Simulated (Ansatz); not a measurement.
## Single-point calculation of MnSb (part 2 of 2)

MnSb (P6₃/mmc, 4 atoms in the cell); DFT, PBEsol, PAW with Ansatz's default frozen-core files, scalar-relativistic, spin-polarised (Ansatz 0.2.0); cutoff 420 eV, 9×9×6 k-mesh, Fermi–Dirac smearing of 0.1 eV, collinear spins. The structure derives from an entry of the Crystallography Open Database. Its volume is 1.18 times that of the source entry. It belongs to a series of runs on one base structure; here: volume scaled by 1.18, start moments a quarter as large, PAW files.

Geometry of the input (Å; fractional positions):
```
4.3854  0.0000  0.0000
-2.1927  3.7979  0.0000
0.0000  0.0000  6.1079
Mn 0.0000  0.0000  0.0000
Mn 0.0000  0.0000  0.5000
Sb 0.3333  0.6667  0.2500
Sb 0.6667  0.3333  0.7500
```

File rho_z.tsv:
```
# z_ang	rho[e/angstrom^3]	rho_spin[e/angstrom^3]
# format = ansatz-planar-average/11
# lattice	4.385395492	0.000000000	0.000000000
# lattice	-2.192697746	3.797863902	0.000000000
# lattice	0.000000000	0.000000000	6.107852034
# sites	4
# site	25	0.000000000	0.000000000	0.000000000
# site	25	0.000000000	0.000000000	3.053926017
# site	51	-0.000000000	2.531909268	1.526963009
# site	51	2.192697746	1.265954634	4.580889026
0.000000	1.080988e0	2.815092e-1
0.135730	9.896080e-1	2.547082e-1
0.271460	7.682187e-1	1.908094e-1
0.407190	5.286111e-1	1.223653e-1
0.542920	3.565454e-1	7.046990e-2
0.678650	2.744467e-1	3.778567e-2
0.814380	2.669631e-1	1.853143e-2
0.950110	3.223676e-1	7.107270e-3
1.085840	4.450678e-1	1.006845e-4
1.221570	6.287673e-1	-4.297756e-3
1.357300	8.203712e-1	-6.911152e-3
1.493030	9.285660e-1	-8.010492e-3
1.628761	8.904522e-1	-7.644724e-3
1.764491	7.289793e-1	-5.802185e-3
1.900221	5.312759e-1	-2.355547e-3
2.035951	3.749408e-1	3.193850e-3
2.171681	2.867559e-1	1.210071e-2
2.307411	2.625506e-1	2.688173e-2
2.443141	3.048719e-1	5.202849e-2
2.578871	4.313277e-1	9.383673e-2
2.714601	6.439142e-1	1.553564e-1
2.850331	8.884996e-1	2.253612e-1
2.986061	1.057205e0	2.745073e-1
3.121791	1.057205e0	2.745073e-1
3.257521	8.884996e-1	2.253612e-1
3.393251	6.439142e-1	1.553564e-1
3.528981	4.313277e-1	9.383673e-2
3.664711	3.048719e-1	5.202849e-2
3.800441	2.625506e-1	2.688173e-2
3.936171	2.867559e-1	1.210071e-2
4.071901	3.749408e-1	3.193850e-3
4.207631	5.312759e-1	-2.355547e-3
4.343361	7.289793e-1	-5.802185e-3
4.479091	8.904522e-1	-7.644724e-3
4.614822	9.285660e-1	-8.010492e-3
4.750552	8.203712e-1	-6.911152e-3
4.886282	6.287673e-1	-4.297756e-3
5.022012	4.450678e-1	1.006845e-4
5.157742	3.223676e-1	7.107270e-3
5.293472	2.669631e-1	1.853143e-2
5.429202	2.744467e-1	3.778567e-2
5.564932	3.565454e-1	7.046990e-2
5.700662	5.286111e-1	1.223653e-1
5.836392	7.682187e-1	1.908094e-1
5.972122	9.896080e-1	2.547082e-1
```

File v_z.tsv:
```
# z_ang	v_es[eV]	v_tot_up[eV]	v_tot_dn[eV]
# format = ansatz-planar-average/11
# xc	pbesol
# density_cutoff_ev	1680
# datasets	Mn=:simpson_from_first_knot:soft:shift=-858434	Sb=:simpson_from_first_knot:soft:shift=-1269804
# lattice	4.385395492	0.000000000	0.000000000
# lattice	-2.192697746	3.797863902	0.000000000
# lattice	0.000000000	0.000000000	6.107852034
# sites	4
# site	25	0.000000000	0.000000000	0.000000000
# site	25	0.000000000	0.000000000	3.053926017
# site	51	-0.000000000	2.531909268	1.526963009
# site	51	2.192697746	1.265954634	4.580889026
0.000000	4.361583e0	-6.045163e0	-5.364551e0
0.135730	4.490031e0	-5.869281e0	-5.190701e0
0.271460	4.863267e0	-5.369218e0	-4.698091e0
0.407190	5.396397e0	-4.668479e0	-4.019629e0
0.542920	5.910400e0	-3.990243e0	-3.397939e0
0.678650	6.249828e0	-3.524141e0	-3.041170e0
0.814380	6.342795e0	-3.385278e0	-3.063002e0
0.950110	6.180277e0	-3.621117e0	-3.480850e0
1.085840	5.902881e0	-4.069220e0	-4.103333e0
1.221570	5.673575e0	-4.485178e0	-4.651551e0
1.357300	5.525362e0	-4.766208e0	-5.003988e0
1.493030	5.462952e0	-4.887722e0	-5.154466e0
1.628761	5.483323e0	-4.847395e0	-5.104236e0
1.764491	5.589227e0	-4.644723e0	-4.853431e0
1.900221	5.778028e0	-4.291033e0	-4.398921e0
2.035951	6.042763e0	-3.836117e0	-3.785756e0
2.171681	6.288585e0	-3.460778e0	-3.228893e0
2.307411	6.330022e0	-3.407661e0	-3.000117e0
2.443141	6.107680e0	-3.722708e0	-3.177777e0
2.578871	5.667782e0	-4.312264e0	-3.686068e0
2.714601	5.119698e0	-5.031151e0	-4.368230e0
2.850331	4.648712e0	-5.655087e0	-4.979261e0
2.986061	4.393731e0	-6.000887e0	-5.320778e0
3.121791	4.393731e0	-6.000887e0	-5.320778e0
3.257521	4.648712e0	-5.655087e0	-4.979261e0
3.393251	5.119698e0	-5.031151e0	-4.368230e0
3.528981	5.667782e0	-4.312264e0	-3.686068e0
3.664711	6.107680e0	-3.722708e0	-3.177777e0
3.800441	6.330022e0	-3.407661e0	-3.000117e0
3.936171	6.288585e0	-3.460778e0	-3.228893e0
4.071901	6.042763e0	-3.836117e0	-3.785756e0
4.207631	5.778028e0	-4.291033e0	-4.398921e0
4.343361	5.589227e0	-4.644723e0	-4.853431e0
4.479091	5.483323e0	-4.847395e0	-5.104236e0
4.614822	5.462952e0	-4.887722e0	-5.154466e0
4.750552	5.525362e0	-4.766208e0	-5.003988e0
4.886282	5.673575e0	-4.485178e0	-4.651551e0
5.022012	5.902881e0	-4.069220e0	-4.103333e0
5.157742	6.180277e0	-3.621117e0	-3.480850e0
5.293472	6.342795e0	-3.385278e0	-3.063002e0
5.429202	6.249828e0	-3.524141e0	-3.041170e0
5.564932	5.910400e0	-3.990243e0	-3.397939e0
5.700662	5.396397e0	-4.668479e0	-4.019629e0
5.836392	4.863267e0	-5.369218e0	-4.698091e0
5.972122	4.490031e0	-5.869281e0	-5.190701e0
```

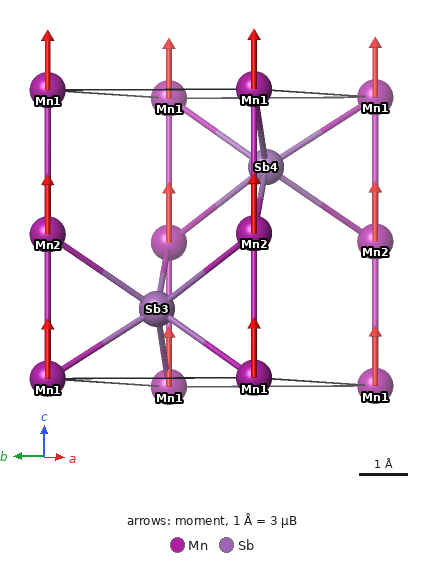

Fig. 1: Magnetic moments of the sites as red arrows (ball-and-stick view of the cell of the calculation, seen at an oblique angle; atoms are numbered from 1 in the order of the input); small moments hardly show. The run is collinear, so the axis drawn is arbitrary. Site moments: Mn1, Mn2 (3.87 μB); Sb3, Sb4 (−0.17 μB). They are counted near the atoms and needn't add up to the moment of the cell.

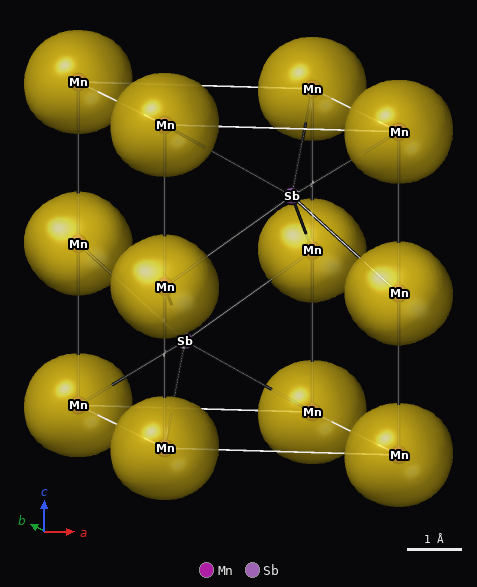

Fig. 2: Isosurface of the magnetisation density (up minus down) at +0.15 e/Å³ (yellow), seen slightly off an axis. Sticks mark near contacts. The outline is the cell set on symmetry axes. The cell of the calculation (4 atoms) carries 7.5 μB net. Core electrons are frozen (PAW), so the fields are smoothed inside the atomic spheres.

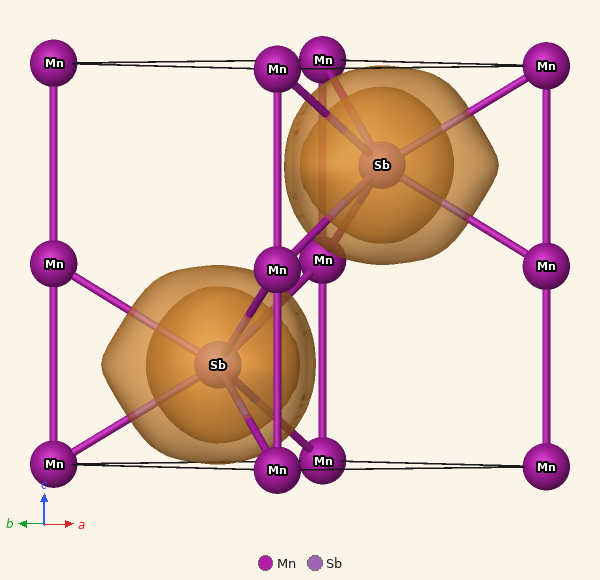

Fig. 3: Isosurface of the ELF at 0.45 (orange), seen at an oblique angle. Only the valence region is drawn (cores and ρ < 0.01 e/Å³ removed). Sticks mark near contacts. The outline is the cell set on symmetry axes. Along the contacts the grid gives the following. Mn–Sb (2.96 Å): the ELF is about 0.55 at the midpoint; no localised pair between them. Mn–Mn (3.05 Å): the ELF is about 0.30 at the midpoint; no shared electron pair.

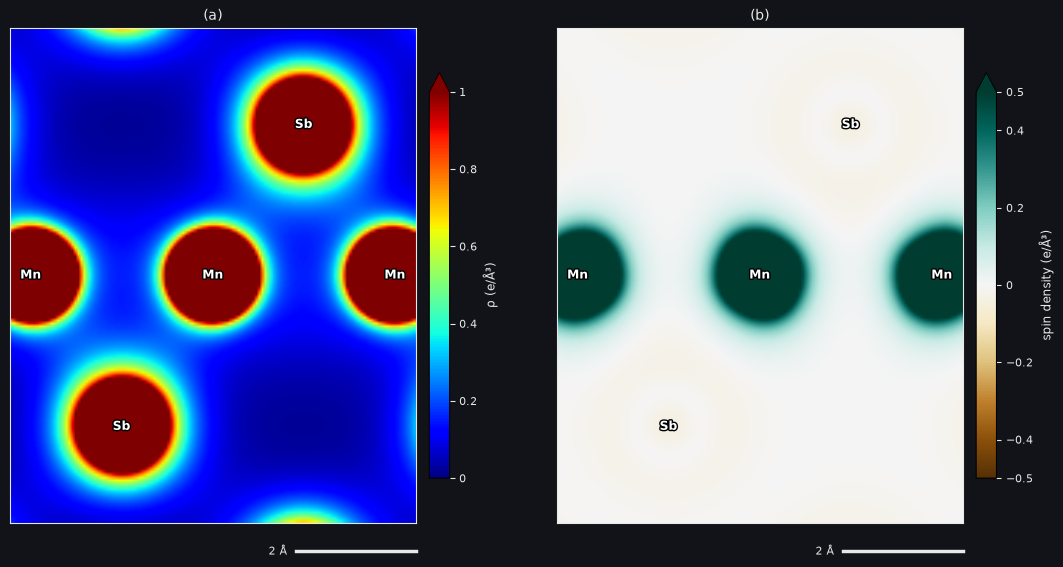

Fig. 4: (a) valence electron density; (b) magnetisation density (up minus down) on the (110) plane of the conventional cell. Atoms in the plane: Mn and Sb. Mn–Sb (2.96 Å): the density is about 0.24 e/Å³ at the midpoint. Mn–Mn (3.05 Å): ρ at the midpoint is about 0.15 e/Å³. Away from the nuclei the density in this plane falls to 0.02 e/Å³ at its lowest. The cell of the calculation (4 atoms) carries 7.5 μB net.

Summary:

```tsv
quantity	value
outcome	converged
space group (tolerance 0.01 Å)	P6₃/mmc (194)
electrons treated	60
free energy	−20552.4338 eV
Fermi energy	9.467 eV
net moment of the cell	7.46 μB
integrated absolute moment	8.53 μB
pressure	−11.42 GPa
largest force (length of the vector)	under 0.001 eV/Å
wall time	12 s (CPU time 22 s)
peak memory	0.62 GiB
```

Notes:

The cell is under a tension of 11.4 GPa at this level, so it is not at its equilibrium volume.
